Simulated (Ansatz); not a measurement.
The calculation's input:

```
crystal:
  lattice:
    - [3.320250035, 0.0, 0.0]
    - [0.0, 3.320250035, 0.0]
    - [1.6601250175, -1.6601250175, 5.6451939461]
  atoms:
    - { symbol: Nb, position: [0.2498125508, 0.7501874492, 0.5003748984] }
    - { symbol: Nb, position: [0.4998125508, 1.0001874492, 1.0003748984] }
    - { symbol: P, position: [0.6675588742, 0.3324411258, 0.6648822516] }
    - { symbol: P, position: [0.9175588742, 0.5824411258, 0.1648822516] }
basis:
  ecutwfc: 420
kpoints:
  mp_grid: { grid: [10, 10, 6] }
hamiltonian:
  xc: pbesol
scf:
  occupations: { method: gaussian, width: 0.1 }
output:
  forces: true
  stress: true
  eigenvalues: true
  write_density: true
  write_potential: true
  elf: true
  volumetric_format: npy
```

Launched as:

```sh
ansatz run input.yaml --threads 1 --pin off --max-ram 2560MiB --backend cpu --events-out ev --progress --plain --runs-dir out
```

Below, planes, directions and counts refer to the conventional cell (a = 3.32 Å, b = 3.32 Å, c = 11.29 Å, α = 90.00°, β = 90.00°, γ = 90.00°).

Space group I4₁md; a structure from a database of computed crystals, not necessarily the ambient phase.

All numbers below come from DFT PBEsol, scalar-relativistic, plane waves, PAW (Ansatz).

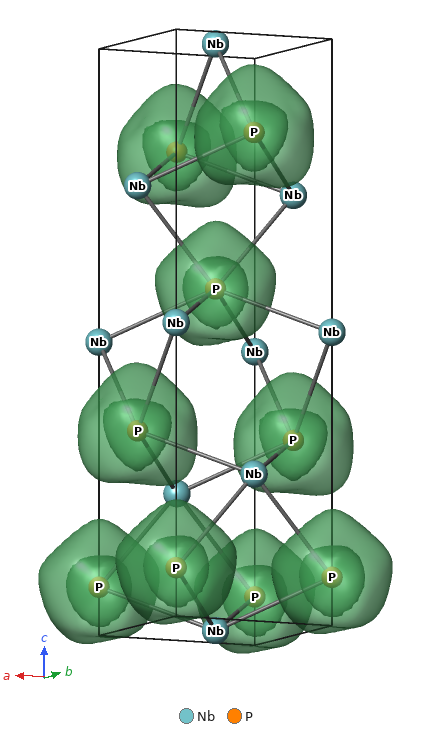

NbP. Isosurface of the electron localisation function at 0.65 (green), seen at an oblique angle. Only the valence region is drawn (cores and ρ < 0.01 e/Å³ removed). Sticks mark near contacts.

Core electrons are frozen (PAW), and the valence fields are smoothed inside the atomic spheres.

Describe the localisation domains.

The ELF exceeds this value in four regions wrapped around P (the valence shell of each), counted in one cell of 8 atoms. Any copies at cell faces, edges or corners count once. Along the contacts the grid gives the following. Nb–P (2.52 Å): the ELF peaks at about 0.80 in the valence shell of P, 0.9 Å from its nucleus, and is about 0.35 at the midpoint.

Does the calculation make it a metal, or give it a gap?

It is metallic or semimetallic at this level of theory: no gap opens.
